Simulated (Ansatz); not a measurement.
System: SrO, space group Fm-3m, 2 atoms in the cell.

```cif
data_structure
_symmetry_space_group_name_H-M 'Fm-3m'
_symmetry_Int_Tables_number 225
_cell_length_a 5.1598
_cell_length_b 5.1598
_cell_length_c 5.1598
_cell_angle_alpha 90.000
_cell_angle_beta 90.000
_cell_angle_gamma 90.000
_cell_volume 137.37
loop_
_atom_site_label
_atom_site_type_symbol
_atom_site_symmetry_multiplicity
_atom_site_Wyckoff_symbol
_atom_site_fract_x
_atom_site_fract_y
_atom_site_fract_z
_atom_site_occupancy
Sr1 Sr 4 b 0.50000 0.00000 0.00000 1
O1 O 4 a 0.00000 0.00000 0.00000 1
```

Computed with Ansatz 0.2.0: DFT, PBEsol, plane waves, PAW, no spin polarisation, 6×6×6 k mesh, 420 eV cutoff.

What will the density of states look like?

There is a gap; over the k points computed it is 3.21 eV (indirect; the smallest direct gap is 3.29 eV). The upper group of valence states starts about 2.2 eV under the valence-band top, with a gap beneath it; it holds about 6 electrons a cell. Within the window shown, the tallest peak of the filled states lies 0.6 eV under the valence-band top, at about 5.2 states per eV and cell.

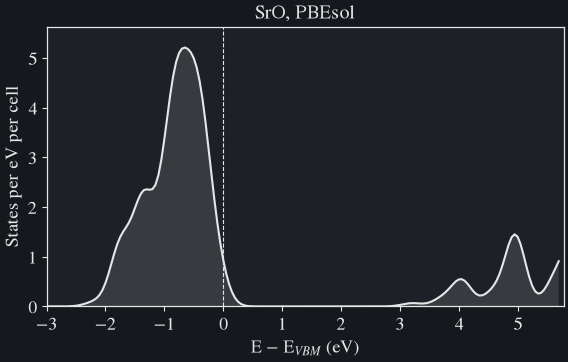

Density of states. Energies are counted from the top of the valence band. The curve is built from the levels of the k mesh with Gaussians 0.4 eV wide, which also blur the band edges.
